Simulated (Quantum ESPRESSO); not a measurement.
## MoSe: single-point calculation

MoSe (Pm-3m, 2 atoms in the cell), computed with Kohn-Sham DFT of a periodic cell, PBE, SG15 PBE 1.2, no spin polarisation (Quantum ESPRESSO 7.5).

The structure was made by swapping elements on the sites of another compound; it need not be a known phase.

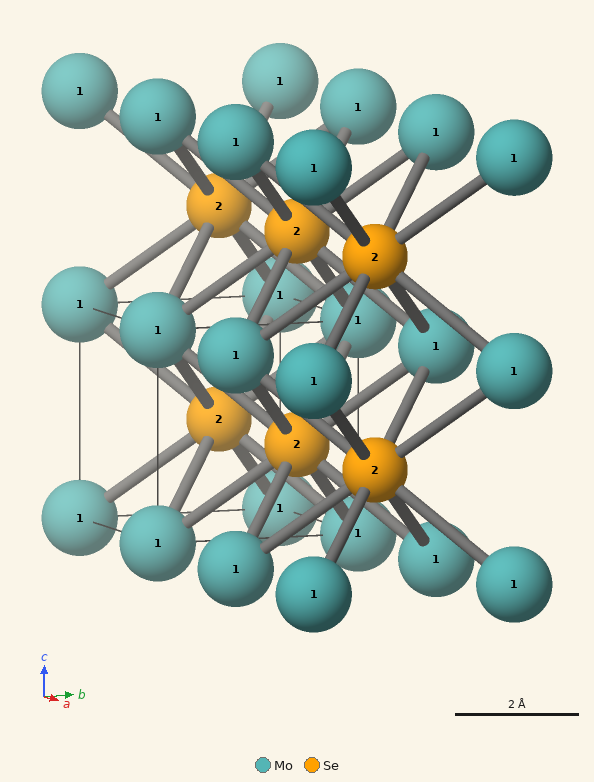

*The structure (ball-and-stick view of the cell of the calculation, repeated 3 × 1 × 2, seen slightly off an axis; atoms are numbered from 1 in the order of the input). An atom can appear more than once, as a periodic image.*

Near neighbours in the periodic cell (some may lie outside the picture): Mo has 8 Se at 3.03 Å; Se has 8 Mo at 3.03 Å.

Input file:
```
&CONTROL
  calculation = 'scf'
  prefix = 'pwscf'
  outdir = './tmp'
  pseudo_dir = './pseudo'
  tprnfor = .true.
  tstress = .true.
  disk_io = 'nowf'
/
&SYSTEM
  ibrav = 0
  nat = 2
  ntyp = 2
  ecutwfc = 70
  nbnd = 16
  occupations = 'smearing'
  smearing = 'fd'
  degauss = 0.00367493
/
&ELECTRONS
  conv_thr = 4d-10
  electron_maxstep = 120
  mixing_beta = 0.5
/
ATOMIC_SPECIES
Mo    95.9500 Mo_ONCV_PBE-1.2.upf
Se    78.9710 Se_ONCV_PBE-1.2.upf
CELL_PARAMETERS angstrom
   3.5002295900    0.0000000000    0.0000000000
   0.0000000000    3.5002295900    0.0000000000
   0.0000000000    0.0000000000    3.5002295900
ATOMIC_POSITIONS crystal
Mo     0.0000000000    0.0000000000    0.0000000000
Se     0.5000000000    0.5000000000    0.5000000000
K_POINTS automatic
5 5 5 0 0 0
```

Run as:
```bash
OMP_NUM_THREADS=1 mpirun -n 2 pw.x -nk 2 -in pw.in > pw.out
```

Log:
```
This program is part of the open-source Quantum ESPRESSO suite
     for quantum simulation of materials; please cite
         "P. Giannozzi et al., J. Phys.:Condens. Matter 21 395502 (2009);
         "P. Giannozzi et al., J. Phys.:Condens. Matter 29 465901 (2017);
         "P. Giannozzi et al., J. Chem. Phys. 152 154105 (2020);
          URL
     in publications or presentations arising from this work. More details at

     Message from routine setup:
     using ibrav=0 with symmetry is DISCOURAGED, use correct ibrav instead

     K-points division:     npool     =       2
     Subspace diagonalization in iterative solution of the eigenvalue problem:
     a serial algorithm will be used

     G-vector sticks info
     --------------------
     sticks:   dense  smooth     PW     G-vecs:    dense   smooth      PW
     Sum         973     973    293                22983    22983    3695

     Using Slab Decomposition

     bravais-lattice index     =            0
     lattice parameter (alat)  =       6.6145  a.u.
     unit-cell volume          =     289.3918 (a.u.)^3
     number of atoms/cell      =            2
     number of atomic types    =            2
     number of electrons       =        20.00
     number of Kohn-Sham states=           16
     kinetic-energy cutoff     =      70.0000  Ry
     charge density cutoff     =     280.0000  Ry
     scf convergence threshold =      4.0E-10
     mixing beta               =       0.5000
     number of iterations used =            8  plain     mixing
     Exchange-correlation= PBE
                           (   1   4   3   4   0   0   0)

     celldm(1)=   6.614475  celldm(2)=   0.000000  celldm(3)=   0.000000
     celldm(4)=   0.000000  celldm(5)=   0.000000  celldm(6)=   0.000000

     crystal axes: (cart. coord. in units of alat)
               a(1) = (   1.000000   0.000000   0.000000 )
               a(2) = (   0.000000   1.000000   0.000000 )
               a(3) = (   0.000000   0.000000   1.000000 )

     reciprocal axes: (cart. coord. in units 2 pi/alat)
               b(1) = (  1.000000  0.000000  0.000000 )
               b(2) = (  0.000000  1.000000  0.000000 )
               b(3) = (  0.000000  0.000000  1.000000 )

     PseudoPot. # 1 for Mo read from file:
     Mo_ONCV_PBE-1.2.upf
     Pseudo is Norm-conserving, Zval = 14.0
     Generated using ONCVPSP code by D. R. Hamann
     Using radial grid of  602 points,  6 beta functions with:
                l(1) =   0
                l(2) =   0
                l(3) =   1
                l(4) =   1
                l(5) =   2
                l(6) =   2

     PseudoPot. # 2 for Se read from file:
     Se_ONCV_PBE-1.2.upf
     Pseudo is Norm-conserving, Zval =  6.0
     Generated using ONCVPSP code by D. R. Hamann
     Using radial grid of  602 points,  6 beta functions with:
                l(1) =   0
                l(2) =   0
                l(3) =   1
                l(4) =   1
                l(5) =   2
                l(6) =   2

     atomic species   valence    mass     pseudopotential
     Mo               14.00    95.95000     Mo( 1.00)
     Se                6.00    78.97100     Se( 1.00)

     48 Sym. Ops., with inversion, found

   Cartesian axes

     site n.     atom                  positions (alat units)
         1        Mo     tau(   1) = (   0.0000000   0.0000000   0.0000000  )
         2        Se     tau(   2) = (   0.5000000   0.5000000   0.5000000  )

     number of k points=    10  Fermi-Dirac smearing, width (Ry)=  0.0037
                       cart. coord. in units 2pi/alat
        k(    1) = (   0.0000000   0.0000000   0.0000000), wk =   0.0160000
        k(    2) = (   0.0000000   0.0000000   0.2000000), wk =   0.0960000
        k(    3) = (   0.0000000   0.0000000   0.4000000), wk =   0.0960000
        k(    4) = (   0.0000000   0.2000000   0.2000000), wk =   0.1920000
        k(    5) = (   0.0000000   0.2000000   0.4000000), wk =   0.3840000
        k(    6) = (   0.0000000   0.4000000   0.4000000), wk =   0.1920000
        k(    7) = (   0.2000000   0.2000000   0.2000000), wk =   0.1280000
        k(    8) = (   0.2000000   0.2000000   0.4000000), wk =   0.3840000
        k(    9) = (   0.2000000   0.4000000   0.4000000), wk =   0.3840000
        k(   10) = (   0.4000000   0.4000000   0.4000000), wk =   0.1280000

     Dense  grid:    22983 G-vectors     FFT dimensions: (  36,  36,  36)

     Initial potential from superposition of free atoms

     starting charge      19.8914, renormalised to      20.0000
     Starting wfcs are random

     Self-consistent Calculation

     iteration #  1     ecut=    70.00 Ry     beta= 0.50
     Davidson diagonalization with overlap
     ethr =  1.00E-02,  avg # of iterations =  8.3

     Threshold (ethr) on eigenvalues was too large:
     Diagonalizing with lowered threshold

     Davidson diagonalization with overlap
     ethr =  7.70E-05,  avg # of iterations =  4.2

     total energy              =    -155.94841929 Ry
     estimated scf accuracy    <       0.01415815 Ry

     iteration #  2     ecut=    70.00 Ry     beta= 0.50
     Davidson diagonalization with overlap
     ethr =  7.08E-05,  avg # of iterations =  2.0

     total energy              =    -155.95039166 Ry
     estimated scf accuracy    <       0.00073734 Ry

     iteration #  3     ecut=    70.00 Ry     beta= 0.50
     Davidson diagonalization with overlap
     ethr =  3.69E-06,  avg # of iterations =  3.0

     total energy              =    -155.95049355 Ry
     estimated scf accuracy    <       0.00014281 Ry

     iteration #  4     ecut=    70.00 Ry     beta= 0.50
     Davidson diagonalization with overlap
     ethr =  7.14E-07,  avg # of iterations =  1.9

     total energy              =    -155.95050119 Ry
     estimated scf accuracy    <       0.00014821 Ry

     iteration #  5     ecut=    70.00 Ry     beta= 0.50
     Davidson diagonalization with overlap
     ethr =  7.14E-07,  avg # of iterations =  1.1

     total energy              =    -155.95052194 Ry
     estimated scf accuracy    <       0.00000015 Ry

     iteration #  6     ecut=    70.00 Ry     beta= 0.50
     Davidson diagonalization with overlap
     ethr =  7.64E-10,  avg # of iterations =  3.7

     total energy              =    -155.95052218 Ry
     estimated scf accuracy    <       0.00000008 Ry

     iteration #  7     ecut=    70.00 Ry     beta= 0.50
     Davidson diagonalization with overlap
     ethr =  4.24E-10,  avg # of iterations =  1.8

     total energy              =    -155.95052219 Ry
     estimated scf accuracy    <          7.9E-10 Ry

     iteration #  8     ecut=    70.00 Ry     beta= 0.50
     Davidson diagonalization with overlap
     ethr =  3.96E-12,  avg # of iterations =  2.3

     End of self-consistent calculation

          k = 0.0000 0.0000 0.0000 (  2897 PWs)   bands (ev):

   -49.8752 -23.8459 -23.8459 -23.8459  -2.9022   9.3606   9.3606   9.8753
     9.8753   9.8753  11.8730  11.8730  11.8730  12.2210  19.8451  19.8451

          k = 0.0000 0.0000 0.2000 (  2862 PWs)   bands (ev):

   -49.8736 -23.8739 -23.8435 -23.8435  -2.6362   7.2732   9.4103   9.4103
     9.5259  10.6360  11.9287  12.5893  12.5893  13.9869  19.0048  20.6142

          k = 0.0000 0.0000 0.4000 (  2850 PWs)   bands (ev):

   -49.8711 -23.9190 -23.8395 -23.8395  -2.1230   5.2884   8.9025   8.9025
     9.8265  12.0217  12.1926  13.7098  13.7098  15.3240  17.8306  18.9611

          k = 0.0000 0.2000 0.2000 (  2871 PWs)   bands (ev):

   -49.8721 -23.8719 -23.8703 -23.8411  -2.4060   7.1906   7.8977   9.3807
    10.0377  11.3979  11.5471  11.7769  13.0695  15.6841  19.5446  19.8399

          k = 0.0000 0.2000 0.4000 (  2852 PWs)   bands (ev):

   -49.8696 -23.9155 -23.8665 -23.8373  -1.9729   5.7141   8.0200   9.2315
    10.0770  11.5667  12.1097  12.3770  13.2708  16.1412  17.6631  19.5414

          k = 0.0000 0.4000 0.4000 (  2878 PWs)   bands (ev):

   -49.8671 -23.9103 -23.9097 -23.8336  -1.7039   6.5408   6.9291   9.8354
    10.0293  11.0602  11.4237  12.1133  12.5754  14.9372  19.1631  20.4541

          k = 0.2000 0.2000 0.2000 (  2860 PWs)   bands (ev):

   -49.8706 -23.8699 -23.8676 -23.8676  -2.1959   7.5362   7.8368   7.8368
    10.6785  10.6785  11.8970  12.6584  12.6584  15.9926  20.5140  20.6570

          k = 0.2000 0.2000 0.4000 (  2851 PWs)   bands (ev):

   -49.8681 -23.9122 -23.8646 -23.8633  -1.8046   6.0523   7.6991   8.6371
    10.4398  11.1161  11.4375  12.5975  13.7658  15.9645  18.4153  18.5888

          k = 0.2000 0.4000 0.4000 (  2867 PWs)   bands (ev):

   -49.8656 -23.9072 -23.9066 -23.8598  -1.4976   6.5672   6.7196   8.3942
    10.4012  11.2822  11.4525  12.7685  13.4628  15.1949  17.8325  18.5368

          k = 0.4000 0.4000 0.4000 (  2884 PWs)   bands (ev):

   -49.8632 -23.9024 -23.9017 -23.9017  -1.1091   6.4204   6.4204   6.7734
    11.8963  11.9955  11.9955  13.6595  13.6595  15.4611  15.9548  15.9548

     the Fermi energy is    11.4830 ev

!    total energy              =    -155.95052219 Ry
     estimated scf accuracy    <          2.3E-10 Ry
     smearing contrib. (-TS)   =      -0.00358526 Ry
     internal energy E=F+TS    =    -155.94693693 Ry

     The total energy is F=E-TS. E is the sum of the following terms:
     one-electron contribution =     -46.91565960 Ry
     hartree contribution      =      30.32960345 Ry
     xc contribution           =     -19.47559549 Ry
     ewald contribution        =    -119.88528529 Ry

     convergence has been achieved in   8 iterations

     Forces acting on atoms (cartesian axes, Ry/au):

     atom    1 type  1   force =     0.00000000    0.00000000    0.00000000
     atom    2 type  2   force =     0.00000000    0.00000000    0.00000000

     Total force =     0.000000     Total SCF correction =     0.000000

     Computing stress (Cartesian axis) and pressure

          total   stress  (Ry/bohr**3)                   (kbar)     P=     -254.57
  -0.00173054   0.00000000   0.00000000         -254.57        0.00        0.00
   0.00000000  -0.00173054   0.00000000            0.00     -254.57        0.00
   0.00000000   0.00000000  -0.00173054            0.00        0.00     -254.57

=------------------------------------------------------------------------------=
   JOB DONE.
=------------------------------------------------------------------------------=
```

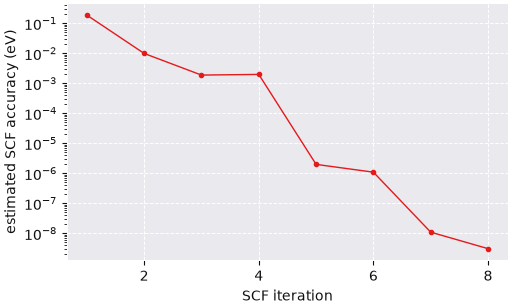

*Convergence of the self-consistent field: estimated SCF accuracy against the iteration.*

The field takes 8 iterations in all.

Key numbers:

- outcome: converged
- space group (tolerance 0.01 Å): Pm-3m (221)
- electrons treated: 20
- free energy: −2121.8149 eV
- Fermi energy: 11.483 eV
- gap on the k-point mesh: none (metallic)
- pressure: −25.46 GPa
- largest force (length of the vector): under 0.001 eV/Å
- hardware: 2 threads of Arm Neoverse V1, 24 GiB of memory available, shared host
- wall time: 4 s (CPU time 7.8 s)
- peak memory: 0.12 GiB

Points of doubt noted for this run: coarse mesh. The cell is under a tension of 25 GPa at this level, so it is not at its equilibrium volume.
